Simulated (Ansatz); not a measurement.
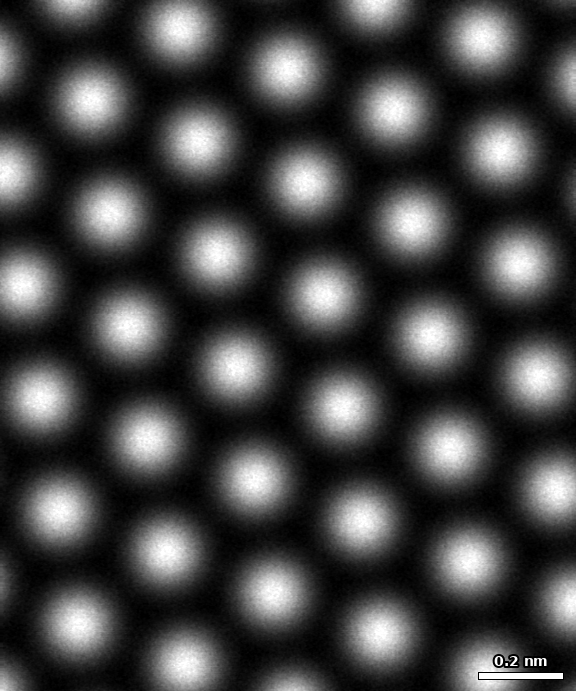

An image along [111] of one of the structures below (computed or model cells, partly hypothetical, each in its standard cell). The image is simulated as a sum over atoms of Z^1.7, blurred by a 1.30 Å probe (no channelling). The probe carries 15 % of its weight in a tail 2.5 times as wide. Shot noise and a slight drift were added.

A. Ge
Space group Fm-3m (No. 225). a = 4.199 Å, b = 4.199 Å, c = 4.199 Å, α = 90.00°, β = 90.00°, γ = 90.00°
| atom | site | symmetry | x | y | z |
| --- | --- | --- | --- | --- | --- |
| Ge | 4a | m-3m | 0.0000 | 0.0000 | 0.0000 |

B. C
Space group Fm-3m (No. 225). a = 3.016 Å, b = 3.016 Å, c = 3.016 Å, α = 90.00°, β = 90.00°, γ = 90.00°
| atom | site | symmetry | x | y | z |
| --- | --- | --- | --- | --- | --- |
| C | 4a | m-3m | 0.0000 | 0.0000 | 0.0000 |

C. Ge
Space group Fd-3m:1 (No. 227). a = 5.630 Å, b = 5.630 Å, c = 5.630 Å, α = 90.00°, β = 90.00°, γ = 90.00°
| atom | site | symmetry | x | y | z |
| --- | --- | --- | --- | --- | --- |
| Ge | 8a | -43m | 0.0000 | 0.0000 | 0.0000 |

D. Ge
Space group Im-3m (No. 229). a = 3.402 Å, b = 3.402 Å, c = 3.402 Å, α = 90.00°, β = 90.00°, γ = 90.00°
```tsv
atom	site	symmetry	x	y	z
Ge	2a	m-3m	0.0000	0.0000	0.0000
```

**Which of them gives this image?**

D, Ge. Along [111] the projected cells are A 1.71 × 1.71 Å, 120°; B 1.23 × 1.23 Å, 120°; C 2.30 × 2.30 Å, 120°; D 2.78 × 2.78 Å, 120°. The image repeats as D does.

Structure D: the end point of a relaxation with DFT, revPBE, plane waves (420 eV) with PAW, scalar-relativistic in Ansatz; the starting structure was generated, so it need not be a known form of this composition.
